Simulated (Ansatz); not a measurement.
**What a change does: single-point calculation on TaN**

System: TaN (2 atoms in the cell).
Method of run A: DFT r2SCAN, scalar-relativistic, plane waves, PAW, no spin polarisation (Ansatz 0.2.0).

The structure derives from an entry of the Crystallography Open Database. Text and figures count atoms from 1; the logs count them from 0 in places.

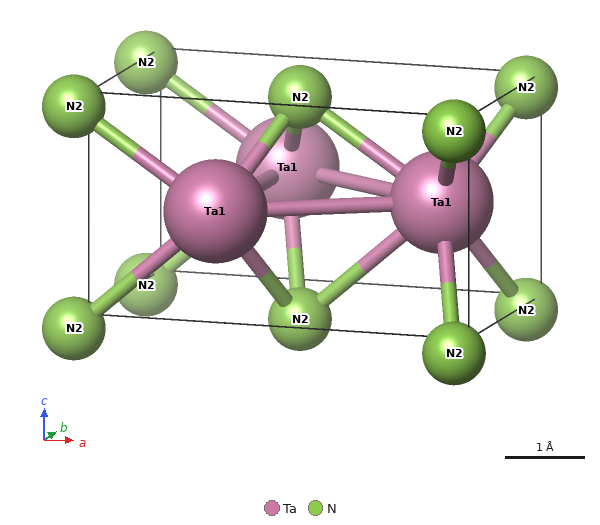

**Figure 1.** The structure as given in the input (ball-and-stick view of the cell 2 times as large as that of the calculation, set on its symmetry axes, seen slightly off an axis; atoms are numbered from 1 in the order of the input). An atom can appear more than once, as a periodic image. Near neighbours in the periodic cell (some may lie outside the picture): Ta has 6 N at 2.03 to 2.51 Å and 8 Ta at 2.88 to 2.94 Å; N has 6 Ta at 2.03 to 2.51 Å.

### Input file, run A
```yaml
crystal:
  lattice:
    - [2.9379988584, 0.0, 0.0]
    - [-1.4689994292, 2.5443816477, 0.0]
    - [0.0, 0.0, 2.883]
  atoms:
    - { symbol: Ta, position: [0.3333333333, 0.6666666667, 0.5] }
    - { symbol: "N", position: [-0.03930228, -0.07860456, -0.0693721818] }
basis:
  ecutwfc: 500
kpoints:
  mp_grid: { grid: [18, 18, 16] }
hamiltonian:
  xc: r2scan
scf:
  occupations: { method: gaussian, width: 0.15 }
output:
  forces: true
  stress: true
  eigenvalues: true
```

Launched with:
```bash
ansatz run input.yaml --threads 1 --pin off --max-ram 2560MiB --backend cpu --events-out ev --progress --plain --runs-dir out
```

Hardware: 1 thread of AMD EPYC (Zen 5), 32 GiB of memory available, shared host.

### Output, shortened to warnings, some set-up lines, iterations and results (run A)
```
Basis set: ecut = 500 eV, 551 PW (Γ), exchange–correlation on 96×96×96 points (64 copies of the dense FFT grid, shifted against one another)
Symmetry: 2 space group operations
k-points: 1379 of 5184 (time reversal used)
Initial density: superposition of atomic densities (neutral atoms: chi_scale 0, normalization atom), corrected by the library's trained network
[...]
SCF iter   1: F=—  HF=-10331.131504 eV  |F-HF|=—  |Δ(HF+E_count)|=         —  Δρ=1.19e-2  dr2=1.10e-2  dr2_τ=1.35e-1  ethr=1.77e-3  ⟨swp⟩=5.8  Hψ=97531  notcnv=0
SCF iter   2: F=—  HF=-10331.230604 eV  |F-HF|=—  |Δ(HF+E_count)|=   9.91e-2  Δρ=9.01e-3  dr2=9.60e-3  dr2_τ=6.87e-4  ethr=6.11e-5  ⟨swp⟩=2.0  Hψ=41538  notcnv=0
SCF iter   3: F=—  HF=-10331.234704 eV  |F-HF|=—  |Δ(HF+E_count)|=   4.10e-3  Δρ=4.55e-3  dr2=3.14e-3  dr2_τ=4.76e-4  ethr=5.34e-5  ⟨swp⟩=2.0  Hψ=24722  notcnv=0
SCF iter   4: F=—  HF=-10331.234697 eV  |F-HF|=—  |Δ(HF+E_count)|=   6.75e-6  Δρ=2.24e-3  dr2=1.12e-3  dr2_τ=7.62e-5  ethr=1.74e-5  ⟨swp⟩=2.4  Hψ=24048  notcnv=0
SCF iter   5: F=—  HF=-10331.234535 eV  |F-HF|=—  |Δ(HF+E_count)|=   1.62e-4  Δρ=7.18e-4  dr2=1.09e-4  dr2_τ=7.29e-6  ethr=6.22e-6  ⟨swp⟩=2.0  Hψ=22568  notcnv=0
SCF iter   6: F=—  HF=-10331.234521 eV  |F-HF|=—  |Δ(HF+E_count)|=   1.38e-5  Δρ=5.75e-5  dr2=7.43e-7  dr2_τ=8.12e-8  ethr=6.08e-7  ⟨swp⟩=2.0  Hψ=24302  notcnv=0
SCF iter   7: F=—  HF=-10331.234522 eV  |F-HF|=—  |Δ(HF+E_count)|=   2.24e-7  Δρ=1.49e-5  dr2=4.87e-8  dr2_τ=4.79e-9  ethr=5.56e-10  ⟨swp⟩=3.6  Hψ=78575  notcnv=0
SCF iter   8: F=-10331.234522 eV  HF=-10331.234522 eV  |F-HF|=3.46e-11  |Δ(HF+E_count)|=   8.13e-9  Δρ=2.63e-6  dr2=8.54e-10  dr2_τ=9.71e-11  ethr=2.70e-10  ⟨swp⟩=2.9  …
SCF 1 converged in 8 iterations: F = -10331.234522 eV  dr2 = 8.54e-10
SCF converged after 8 iterations
Free energy (F): -10331.234522 eV
Harris-Foulkes:  -10331.234522 eV  (|F-HF|=3.46e-11)
Internal energy: -10331.233416 eV  (E = F + TS)
E sigma→0 (E₀):  -10331.233969 eV
Entropy (-TS):   -0.001106 eV (-0.553 meV/atom)
Fermi energy:    20.448115 eV
--- Per-component energies (eV) ---
  E_band       = -68.199885
  E_kinetic    = 503.582823
  E_local      = -621.000821  (includes V_loc(G=0)·N_el)
  E_nonlocal   = 60.333073
  E_hartree    = 211.637852
  E_xc         = -266.212381
  E_vxc        = -309.163491  (∫ρ·V_xc dr)
  E_paw        = -8552.638465  (= ΣΔE_a)
  E_vpaw       = -141.146809  (= ΣTr[D̂ρ^β])
  E_aug_tail   = 0.000094  (compensation charges beyond the density's cutoff)
  E_vtau       = 15.919778  (kinetic-family band-sum trace: ∫τ·v_τ [+ j·A + Jᵃ·Aᵃ] dr)
  E_ewald      = -1666.149746
  E_core_change = -0.785845  (= ΣΔE_core)
  E_smearing   = -0.001106  (= −TS)
  E_closure    = 0.000000  (closes the sum)
  Σ components = -10331.234522   (vs F -10331.234522, Δ=0.00e0)
--- Forces (eV/Å), atoms counted from 1 ---
  atom   1  Ta     0.00000000    -2.51363554    -3.33169552
  atom   2  N      0.00000000     2.51363435     3.33171058
  max |Σ_I F_I| component: 1.51e-5 eV/Å
--- Stress (GPa, compression-positive) ---
       16.026732       0.000000       0.000000
        0.000000       6.585203      10.551411
        0.000000      10.551410      17.752642
  P = ⅓ Tr σ = 13.4549 GPa (134.549 kbar)
```

For run B the input was changed thus:
```diff
-    - { symbol: "N", position: [-0.03930228, -0.07860456, -0.0693721818] }
+    - { symbol: "N", position: [0.03930228, 0.07860456, 0.0] }
```

What does this change do to the results?

With the same functional and potentials, run B lies 143.4 meV per atom lower. The pressure goes from 13.45 to 5.96 GPa. The largest force goes from 4.174 to 2.908 eV/Å. The number of SCF iterations is the same. The irreducible k-points go from 1379 to 819. On the same kind of shared host run B took about 0.61 times as long.

### Output, shortened to warnings, some set-up lines, iterations and results (run B)
```
Basis set: ecut = 500 eV, 551 PW (Γ), exchange–correlation on 96×96×96 points (64 copies of the dense FFT grid, shifted against one another)
Symmetry: 4 space group operations
k-points: 819 of 5184 (time reversal used)
Initial density: superposition of atomic densities (neutral atoms: chi_scale 0, normalization atom), corrected by the library's trained network
[...]
SCF iter   1: F=—  HF=-10331.417410 eV  |F-HF|=—  |Δ(HF+E_count)|=         —  Δρ=1.16e-2  dr2=1.11e-2  dr2_τ=1.29e-1  ethr=1.77e-3  ⟨swp⟩=5.7  Hψ=57187  notcnv=0
SCF iter   2: F=—  HF=-10331.517508 eV  |F-HF|=—  |Δ(HF+E_count)|=   1.00e-1  Δρ=8.96e-3  dr2=9.67e-3  dr2_τ=6.18e-4  ethr=6.16e-5  ⟨swp⟩=2.0  Hψ=24820  notcnv=0
SCF iter   3: F=—  HF=-10331.522043 eV  |F-HF|=—  |Δ(HF+E_count)|=   4.54e-3  Δρ=5.31e-3  dr2=5.04e-3  dr2_τ=7.22e-4  ethr=5.37e-5  ⟨swp⟩=2.0  Hψ=14720  notcnv=0
SCF iter   4: F=—  HF=-10331.521505 eV  |F-HF|=—  |Δ(HF+E_count)|=   5.38e-4  Δρ=2.90e-3  dr2=1.84e-3  dr2_τ=1.25e-4  ethr=2.80e-5  ⟨swp⟩=1.6  Hψ=12343  notcnv=0
SCF iter   5: F=—  HF=-10331.521243 eV  |F-HF|=—  |Δ(HF+E_count)|=   2.62e-4  Δρ=7.92e-4  dr2=1.31e-4  dr2_τ=8.72e-6  ethr=1.02e-5  ⟨swp⟩=2.3  Hψ=13714  notcnv=0
SCF iter   6: F=—  HF=-10331.521229 eV  |F-HF|=—  |Δ(HF+E_count)|=   1.43e-5  Δρ=3.76e-5  dr2=1.77e-7  dr2_τ=3.42e-8  ethr=7.28e-7  ⟨swp⟩=2.1  Hψ=14210  notcnv=0
SCF iter   7: F=—  HF=-10331.521230 eV  |F-HF|=—  |Δ(HF+E_count)|=   6.61e-7  Δρ=9.58e-6  dr2=1.04e-8  dr2_τ=2.07e-9  ethr=5.56e-10  ⟨swp⟩=6.7  Hψ=53405  notcnv=0
SCF iter   8: F=-10331.521230 eV  HF=-10331.521230 eV  |F-HF|=1.56e-9  |Δ(HF+E_count)|=   3.83e-9  Δρ=3.93e-6  dr2=3.08e-9  dr2_τ=3.69e-10  ethr=5.75e-11  ⟨swp⟩=2.0  Hψ=38036 …
SCF 1 converged in 8 iterations: F = -10331.521230 eV  dr2 = 3.08e-9
SCF converged after 8 iterations
Free energy (F): -10331.521230 eV
Harris-Foulkes:  -10331.521230 eV  (|F-HF|=1.56e-9)
Internal energy: -10331.520724 eV  (E = F + TS)
E sigma→0 (E₀):  -10331.520977 eV
Entropy (-TS):   -0.000506 eV (-0.253 meV/atom)
Fermi energy:    20.182235 eV
--- Per-component energies (eV) ---
  E_band       = -68.303087
  E_kinetic    = 502.300848
  E_local      = -610.486439  (includes V_loc(G=0)·N_el)
  E_nonlocal   = 59.850003
  E_hartree    = 206.891067
  E_xc         = -265.986529
  E_vxc        = -308.782530  (∫ρ·V_xc dr)
  E_paw        = -8552.370277  (= ΣΔE_a)
  E_vpaw       = -140.828568  (= ΣTr[D̂ρ^β])
  E_aug_tail   = 0.000104  (compensation charges beyond the density's cutoff)
  E_vtau       = 15.860957  (kinetic-family band-sum trace: ∫τ·v_τ [+ j·A + Jᵃ·Aᵃ] dr)
  E_ewald      = -1670.933656
  E_core_change = -0.785845  (= ΣΔE_core)
  E_smearing   = -0.000506  (= −TS)
  E_closure    = 0.000000  (closes the sum)
  Σ components = -10331.521230   (vs F -10331.521230, Δ=0.00e0)
--- Forces (eV/Å), atoms counted from 1 ---
  atom   1  Ta     0.00000000     2.90766768     0.00000000
  atom   2  N      0.00000000    -2.90767004     0.00000000
  max |Σ_I F_I| component: 2.36e-6 eV/Å
--- Stress (GPa, compression-positive) ---
       -0.058047       0.000000       0.000000
        0.000000       7.950485       0.000000
        0.000000       0.000000       9.992733
  P = ⅓ Tr σ = 5.9617 GPa (59.617 kbar)
```

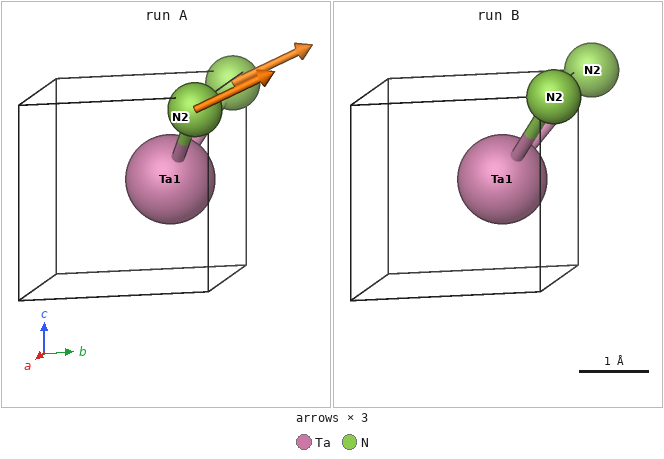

**Figure 2.** The two input geometries at one scale (ball-and-stick view of the cell of the calculation, seen slightly off an axis). The orange arrows on the first give the shifts of the atoms relative to the cell, magnified 3 times. The atom that moves furthest is N2 (0.45 Å). Ta stays in place. The cell doesn't change. Among the contacts that change: Ta1–N2 2.508 → 2.078 Å.

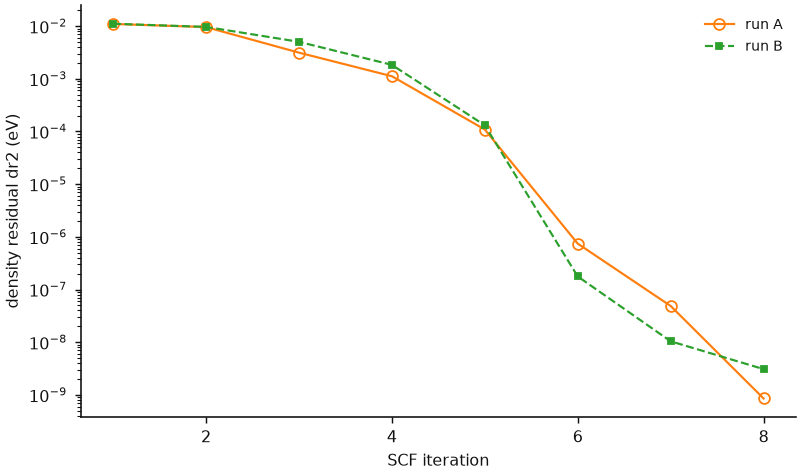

**Figure 3.** Convergence of the two runs: density residual dr2 against the SCF iteration. Run A takes 8 iterations in all, and run B takes 8.

### The two runs side by side

```csv
quantity,run A,run B
outcome,converged,converged
free energy per atom (eV),−5165.6173,−5165.7606
"energy per atom, smearing taken to zero (eV)",−5165.6170,−5165.7605
gap on the mesh (eV),0.00,0.00
pressure (GPa),13.45,5.96
largest force (eV/Å),4.174,2.908
SCF iterations,8,8
irreducible k-points,1379,819
plane waves at Γ,551,551
wall time (shared host),29 s,18 s
```

For both runs: Spin–orbit coupling is left out, which matters for Ta.
